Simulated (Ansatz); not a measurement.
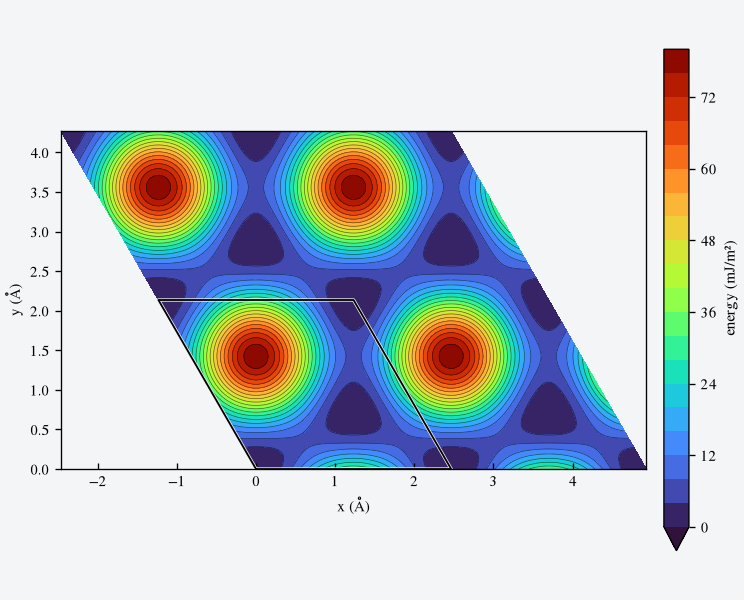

A bilayer of two C sheets of the honeycomb type, the upper one turned by 180 degrees about the normal (4 atoms in the cell). The upper layer of a bilayer is slid over the lower one; relaxed at each slide: nothing; the origin of the map has C3 above C1; the distance between the facing planes is held at 3.31 Å. Places are given modulo a cell vector. The map is drawn in real space over the plane of the slide. The grid has 6 × 6 points; 7 points were computed and 29 follow by symmetry. Energies are in mJ/m², from the lowest grid point. At a held distance the lowest stacking need not be the one that binds best once the distance relaxes. Level of theory: Ansatz, DFT PBE+D3(BJ), scalar-relativistic, plane waves, PAW. Settings: cutoff 420 eV, k-mesh 15×15×1, gaussian smearing 0.1 eV, no spin polarisation.

The picture shows filled contours, the outline of one cell of the 2 × 2 shown. Between grid points the surface is interpolated.

The lowest grid point is at (0/6, 0/6) of the cell vectors; the map holds 2 wells of about this depth. No other kind of well shows on this grid. The highest grid point, (2/6, 4/6) of the cell vectors, lies 79.0 mJ/m² above the lowest. On the interpolated surface the easiest way out of the lowest well to a well of about the same depth near (4/6, 2/6) of the cell vectors passes a barrier of about 7.1 mJ/m². Facing atoms of the upper layer at the lowest point: C above C, C above a hollow; at the highest: C above C.

The upper layer is now not turned; all else is set up alike.

Question: What will the new map look like?

Answer: The minimum (interpolated where it lies between grid points) moves from (0/6, 0/6) of the cell vectors to (2/6, 4/6) of the cell vectors. The span from the lowest to the highest grid point stays at about 79 mJ/m². The easiest pass out of the lowest well stays at about 7.1 mJ/m². In the new map: facing atoms of the upper layer at the lowest point: C above C, C above a hollow; at the highest: C above C.

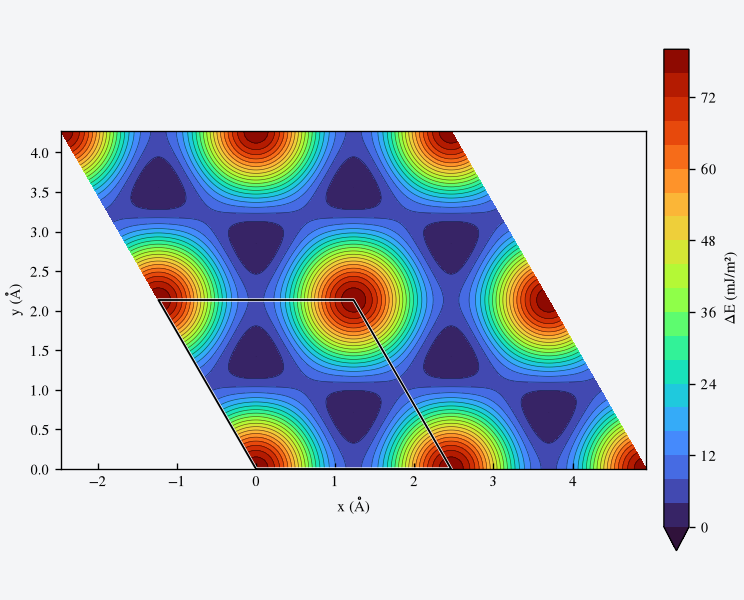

The map after the change, on a colour scale of its own. Drawn: filled contours, the outline of one cell of the 2 × 2 shown. Between grid points the surface is interpolated.
